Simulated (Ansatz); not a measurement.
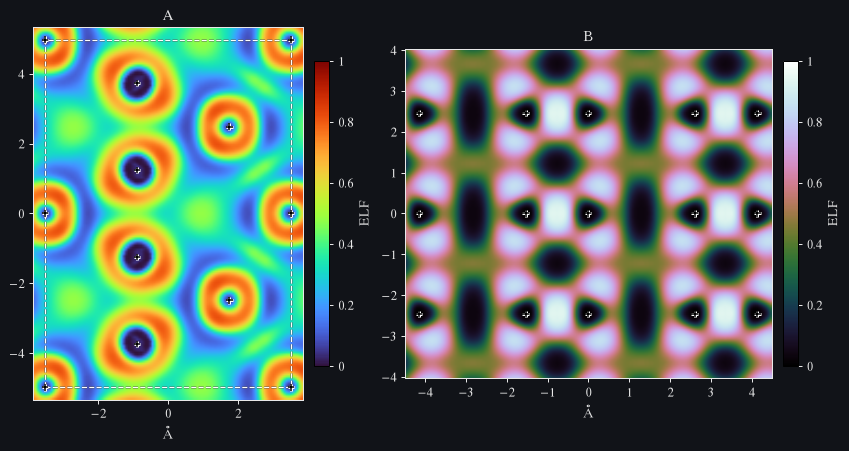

The electron localisation function of 2 systems, each on a plane through atoms (crosses mark nuclei in the plane).

These are results of DFT r2SCAN, scalar-relativistic, plane waves, PAW in Ansatz, not measurements.

System 1: NbP₂, the (101) plane of the conventional cell. Space group Fd-3m; started from the cubic Laves (C15)_227 prototype, which need not be the ambient phase.

```yaml
crystal:
  lattice:
    - [7.04394, 0.00000, 0.00000]
    - [0.00000, 7.04394, 0.00000]
    - [0.00000, 0.00000, 7.04394]
  atoms:
    - { symbol: Nb, position: [0.00000, 0.00000, 0.00000] }
    - { symbol: Nb, position: [0.50000, 0.50000, 0.00000] }
    - { symbol: Nb, position: [0.50000, 0.00000, 0.50000] }
    - { symbol: Nb, position: [0.00000, 0.50000, 0.50000] }
    - { symbol: Nb, position: [0.25000, 0.25000, 0.25000] }
    - { symbol: Nb, position: [0.75000, 0.75000, 0.25000] }
    - { symbol: Nb, position: [0.75000, 0.25000, 0.75000] }
    - { symbol: Nb, position: [0.25000, 0.75000, 0.75000] }
    - { symbol: P, position: [0.62500, 0.12500, 0.12500] }
    - { symbol: P, position: [0.12500, 0.62500, 0.12500] }
    - { symbol: P, position: [0.12500, 0.12500, 0.62500] }
    - { symbol: P, position: [0.62500, 0.62500, 0.62500] }
    - { symbol: P, position: [0.62500, 0.37500, 0.37500] }
    - { symbol: P, position: [0.12500, 0.87500, 0.37500] }
    - { symbol: P, position: [0.12500, 0.37500, 0.87500] }
    - { symbol: P, position: [0.62500, 0.87500, 0.87500] }
    - { symbol: P, position: [0.87500, 0.37500, 0.12500] }
    - { symbol: P, position: [0.37500, 0.87500, 0.12500] }
    - { symbol: P, position: [0.37500, 0.37500, 0.62500] }
    - { symbol: P, position: [0.87500, 0.87500, 0.62500] }
    - { symbol: P, position: [0.87500, 0.12500, 0.37500] }
    - { symbol: P, position: [0.37500, 0.62500, 0.37500] }
    - { symbol: P, position: [0.37500, 0.12500, 0.87500] }
    - { symbol: P, position: [0.87500, 0.62500, 0.87500] }
```

System 2: C, the (11̄0) plane of the conventional cell. Space group P6₃/mmc; changed on purpose from its base cell (strain -0.0200 x Voigt [1, 1, 0, 0, 0, 0], atoms carried along); computed pressure about 20 GPa in this cell.

```xyz
8
Lattice="2.4596 0.0000 0.0000 -1.2298 2.1301 0.0000 0.0000 0.0000 8.2803" Properties=species:S:1:pos:R:3 pbc="T T T"
C     0.0000    0.0000    0.7695
C     0.0000    0.0000    4.9097
C     0.0000    0.0000    3.3707
C     0.0000    0.0000    7.5108
C     0.0000    1.4201    1.2876
C     1.2298    0.7100    5.4278
C     0.0000    1.4201    2.8526
C     1.2298    0.7100    6.9927
```

Match each panel to its system.

Answer. Panel A is system 1, NbP₂: the plane holds Nb and P. Nb–P (2.92 Å): the ELF peaks at about 0.80 in the valence shell of P, 0.8 Å from its nucleus, and drops to about 0.10 between the two atoms. Panel B is system 2, C: the plane holds C. C–C (1.54 Å): the ELF peaks at about 0.95 between the atoms (localised, covalent bonding).
